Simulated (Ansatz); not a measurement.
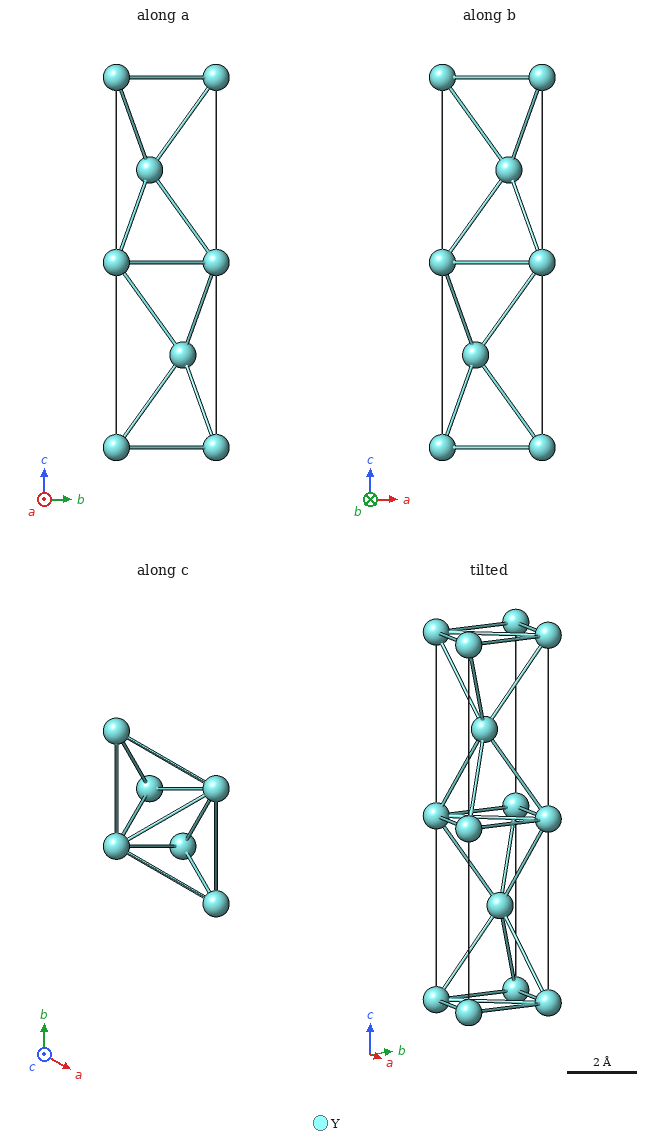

Figure: ball-and-stick view along the a axis, along the b axis, along the c axis and slightly off an axis. Atoms at the boundary of the conventional unit cell (the box) are drawn once for each face, edge or corner they touch.

Lattice parameters: a = 3.3434 Å, b = 3.3434 Å, c = 10.7512 Å, α = 90.000°, β = 90.000°, γ = 120.000°.

> Express the structure as a CIF with its space group and independent sites.

```cif
data_structure
_symmetry_space_group_name_H-M 'P 63/m m c'
_symmetry_Int_Tables_number 194
_cell_length_a 3.3434
_cell_length_b 3.3434
_cell_length_c 10.7512
_cell_angle_alpha 90.000
_cell_angle_beta 90.000
_cell_angle_gamma 120.000
_cell_volume 104.08
loop_
_atom_site_label
_atom_site_type_symbol
_atom_site_symmetry_multiplicity
_atom_site_Wyckoff_symbol
_atom_site_fract_x
_atom_site_fract_y
_atom_site_fract_z
_atom_site_occupancy
Y1 Y 2 a 0.0000 0.0000 0.0000 1
Y2 Y 2 c 0.3333 0.6667 0.2500 1
```

Provenance: a structure type filled with this element by a generator (whether the element takes this form wasn't checked). Earlier steps of the study may have refined or changed the cell and positions. Ansatz was used for an electronic-structure calculation on it.

At this level of theory the cell isn't at rest (compressed, at 7 GPa), so its distances can differ from those at equilibrium, the more so the softer the solid.
